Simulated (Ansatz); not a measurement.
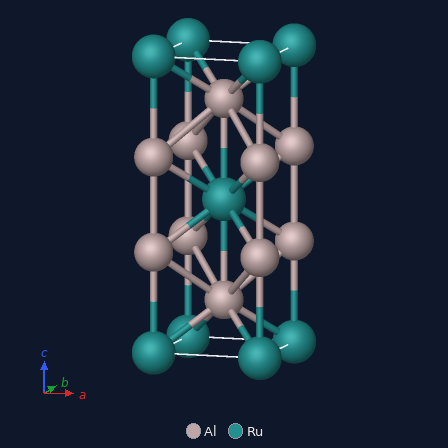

System: Al₂Ru, space group I4/mmm (No. 139). The picture shows the conventional cell.

Input file:
```
crystal:
  lattice:
    - [-1.525937387, 1.525937387, 4.1021513201]
    - [1.525937387, -1.525937387, 4.1021513201]
    - [1.525937387, 1.525937387, -4.1021513201]
  atoms:
    - { symbol: Al, position: [0.6604111708, 0.6604111708, 0.0] }
    - { symbol: Al, position: [0.3395888292, 0.3395888292, 0.0] }
    - { symbol: Ru, position: [0.0, 0.0, 0.0] }
basis:
  ecutwfc: 420
kpoints:
  mp_grid: { grid: [20, 20, 20] }
hamiltonian:
  xc: pbesol
scf:
  occupations: { method: fermi_dirac, width: 0.15 }
output:
  eigenvalues: true
phonons:
  method: dfpt
  eigenvectors: true
```

Launched with:
```bash
ansatz run input.yaml --threads 1 --pin off --max-ram 3072MiB --backend cpu --events-out ev --progress --plain --runs-dir out
```

Computed with Ansatz 0.2.0: harmonic phonon frequencies at the zone centre with atoms at rest in the given cell, without the long-range term of polar modes, the three translations left out, imaginary frequencies are negative; plane waves with PAW datasets, Γ-centred k mesh. Level: PBEsol, no spin polarisation.

- wave cutoff: 420 eV
- k mesh: 20×20×20
- occupations: Fermi–Dirac
- smearing width: 0.15 eV
- pressure: 15 GPa
- phonon method: linear response

Predict the zone-centre optical phonon frequencies (the three acoustic modes are left out).

No frequency is imaginary, so the structure is stable to these displacements (zone-boundary modes weren't tested here). The highest mode lies at 486.3 cm⁻¹. The optical modes lie at 291.3, 296.0 (×2), 374.6 (×2), 486.3 cm⁻¹.

| frequency (cm⁻¹) |
| --- |
| 291.3 |
| 296.0 |
| 296.0 |
| 374.6 |
| 374.6 |
| 486.3 |

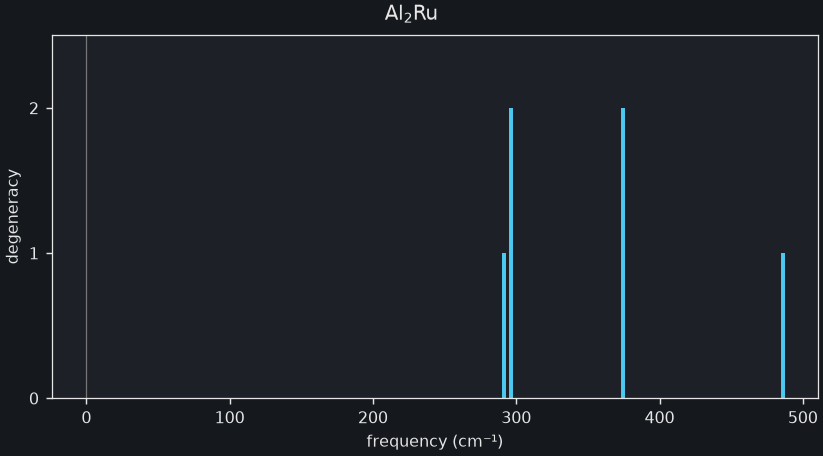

Keep in mind: metal sensitive to the k mesh.
